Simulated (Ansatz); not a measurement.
Structure data:

Space group P6/mmm (No. 191). a = 2.608 Å, b = 2.608 Å, c = 11.383 Å, α = 90.00°, β = 90.00°, γ = 120.00°
```
atom  site  symmetry       x       y       z
  Si    2e       6mm  0.0000  0.0000  0.3256
  Si    2e       6mm  0.0000  0.0000  0.8915
```

Interpret the file: composition, symmetry and coordination.

Answer. The element is silicon. The structure has P6/mmm (No. 191) symmetry and a primitive hexagonal lattice. The cell holds four atoms. The coordination, counted out to bonding distance, is Si 1 to 2 (mean 1.5).

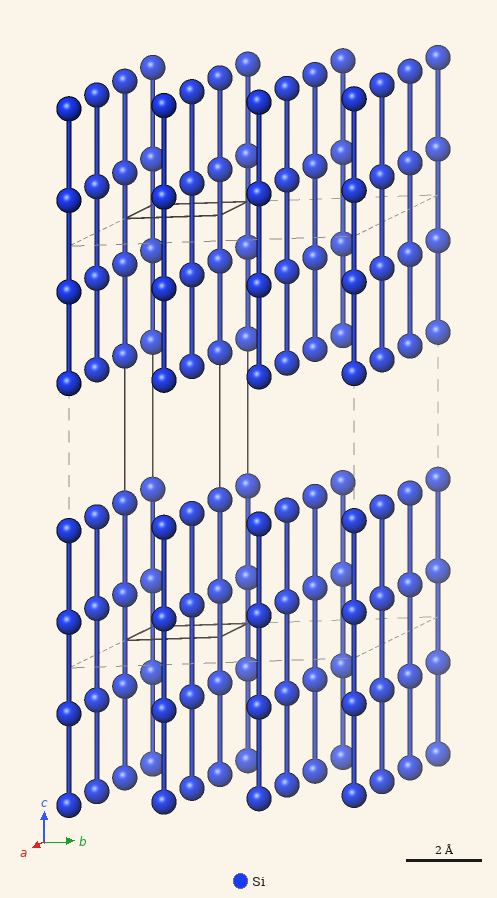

The figure gives a ball-and-stick picture of the atoms, viewed slightly off an axis. The structure is repeated 3×3×1 times; solid lines mark one conventional unit cell. Finite groups of bonded atoms are drawn whole.

The cell started as a structure listed in the Materials Project. The cell was then strained or its atoms displaced on purpose. A calculation with Ansatz used it as input.
